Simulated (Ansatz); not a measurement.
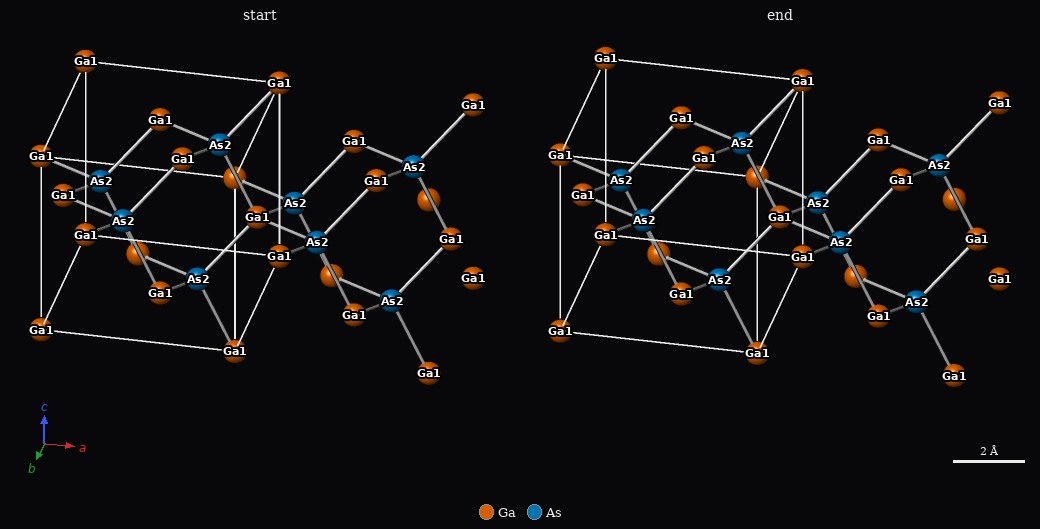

The structure of crystalline GaAs (set up in F-43m) before (left) and after (right) a relaxation, at one scale.

Style: ball-and-stick. Shown: the conventional cell (4 times the calculation's cell), repeated 2 × 1 × 1 with one cell outlined, from a free direction. Lengths and directions refer to the drawn axes.

All numbers below come from Ansatz 0.2.0, DFT PBE, scalar-relativistic, plane waves, PAW.

Input
```yaml
crystal:
  lattice:
    - [0.0, 2.82685, 2.82685]
    - [2.82685, 0.0, 2.82685]
    - [2.82685, 2.82685, 0.0]
  atoms:
    - { symbol: Ga, position: [0.0, 0.0, 0.0] }
    - { symbol: As, position: [0.75, 0.75, 0.75] }
basis:
  ecutwfc: 420
kpoints:
  mp_grid: { grid: [12, 12, 12] }
hamiltonian:
  xc: pbe
scf:
  occupations: { method: gaussian, width: 0.02 }
output:
  forces: true
  stress: true
  eigenvalues: true
  write_density: true
  write_potential: true
  elf: true
  volumetric_format: npy
relax:
  adjacent_minimum: "off"
  f_tol: 0.005
  max_steps: 80
  cell: { stress_tol: 0.05 }
```

Run as
```bash
ansatz run input.yaml --threads 1 --pin off --max-ram 2560MiB --backend cpu --events-out ev --progress --plain --runs-dir out
```

Q: What changed between the two?

A: Over 3 accepted moves (4 points after the start) the energy falls by 11.0 meV per atom. All forces vanish by symmetry, so only the cell relaxes. The pressure goes from 3.29 to 0.00 GPa. The SCF was repeated once at an unchanged geometry on a basis and grid sized afresh for the cell, which shifted the energy by 0.2 meV per atom at most. No atom moves by more than 0.005 Å relative to the cell. Cell: a = b = c 5.654 → 5.745 Å (+1.6 %). Volume +4.9 %. Some distances before and after: Ga1–As2 2.448 → 2.488 Å. The space group stays F-43m (No. 216).
